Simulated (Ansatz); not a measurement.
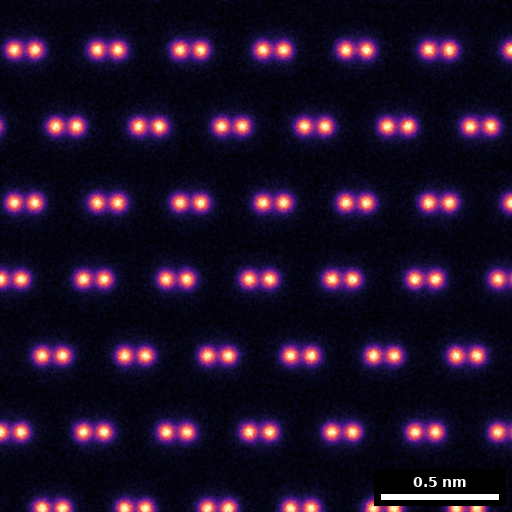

Dark-field STEM-like image of Na (I4_1/amd, No. 141) along [100]. The image is simulated as a sum over atoms of Z^1.7, blurred by a 0.50 Å probe (no channelling). The probe carries 25 % of its weight in a tail 2.5 times as wide. The display is stretched by a gamma of 0.8; percentages refer to the linear signal. Shot noise was added.

One planar defect was built into the perfect crystal by geometry alone, without relaxation. Host structure: the geometry relaxed with DFT PBE, scalar-relativistic, plane waves, PAW in Ansatz; the starting structure was generated, so it need not be a known form of this composition.

Q: Find the planar defect and say what kind it is.

A planar fault (a stacking fault) runs horizontally about 10 Å below the top edge. The part above it is shifted along the boundary by 2/3 of the 3.56 Å repeat of the rows (2.4 Å to the right, the same as 1.2 Å to the left); both parts keep the same orientation.
